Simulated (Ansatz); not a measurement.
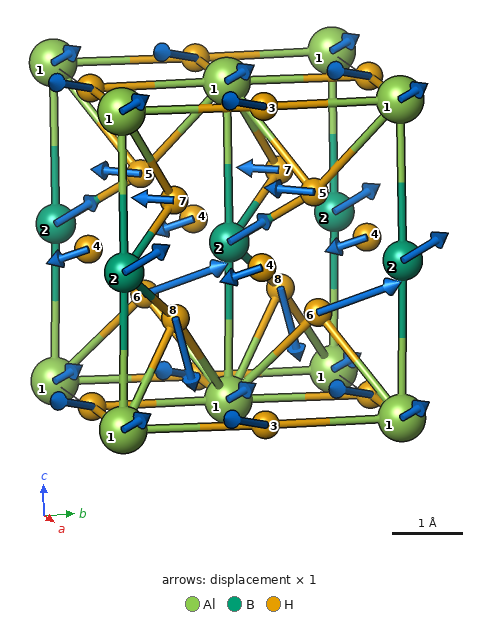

A relaxation of crystalline AlBH$_{6}$ (built on the AlSiNi6-123 type type). The starting structure is drawn; blue arrows show the displacements (the part carried along by the change of the cell is left out), at their true length.

Style: ball-and-stick. Shown: the larger cell on standard axes (2 times the calculation's cell), slightly off an axis.

Case: shaken.

Computed with Ansatz 0.2.0, DFT, PBEsol, plane waves, PAW.

Input file:
```yaml
crystal:
  lattice:
    - [2.9476186976, 0.0110632877, 0.0200952028]
    - [0.0110632877, 2.9074955305, 0.0257992129]
    - [0.0321981266, 0.0413375437, 4.6486639594]
  atoms:
    - { symbol: Al, position: [-0.0107194147, -0.0072259929, -0.0067698441] }
    - { symbol: B, position: [0.0095336486, 0.0087701173, 0.496053713] }
    - { symbol: H, position: [0.5114503387, 0.5019031369, -0.0060233949] }
    - { symbol: H, position: [0.4996784838, 0.5083587674, 0.5001491898] }
    - { symbol: H, position: [0.4976756578, 0.0050834925, 0.3110010632] }
    - { symbol: H, position: [0.5088980132, -0.0090709654, 0.6900035821] }
    - { symbol: H, position: [0.0012906889, 0.5183701291, 0.3161756882] }
    - { symbol: H, position: [0.0015826737, 0.5125209629, 0.6877229661] }
kpoints:
  mp_grid: { grid: [6, 6, 4] }
hamiltonian:
  xc: pbesol
scf:
  occupations: { method: fermi_dirac, width: 0.05 }
relax:
  f_tol: 0.01
  cell: {}
  max_steps: 120
```

Run as
```bash
ansatz run input.yaml --threads 4 --pin off --max-ram 4608MiB --backend cpu --events-out ev --progress --plain --runs-dir out
```

**Which element moves most?**

Hydrogen: up to 1.50 Å, against 0.90 Å for boron.

**Describe the change and its energy.**

Over 34 accepted moves (36 points after the start) the energy falls by 6.209 eV per cell of the calculation. The largest force component goes from 0.21 to 0.0036 eV/Å. Pressure: −3.15 GPa at the start and 0.00 GPa at the end. At 2 points the geometry stayed and the basis and grid were re-selected for the new cell (energy shift of 0.115 eV per cell of the calculation at most each time). The atom that moves furthest relative to the cell is H6 (1.50 Å along [2 2 1]). By element the largest moves are H 1.50 Å, B 0.90 Å, Al 0.57 Å. The drawn cell changes as follows: a 4.156 → 4.914 Å (+18.2 %), b 4.125 → 4.925 Å (+19.4 %), c 4.649 → 4.897 Å (+5.3 %), α 89.8° → 84.8°, β 91.3° → 90.1°, γ 89.2° → 90.0°; the volume changes by +48.2 %. Near-neighbour distances that change, for instance: Al1–H3 2.036 → 3.950 Å, Al1–H6 2.067 → 3.647 Å, Al1–H5 2.056 → 3.331 Å, B2–H8 1.682 → 2.789 Å. New bonds form, among them: B2–H4 (2.04 → 1.20 Å). Within 0.06 Å the space group is Cm at the start and Cm at the end; at a tighter tolerance small leftover displacements or strains of the cell lower it.
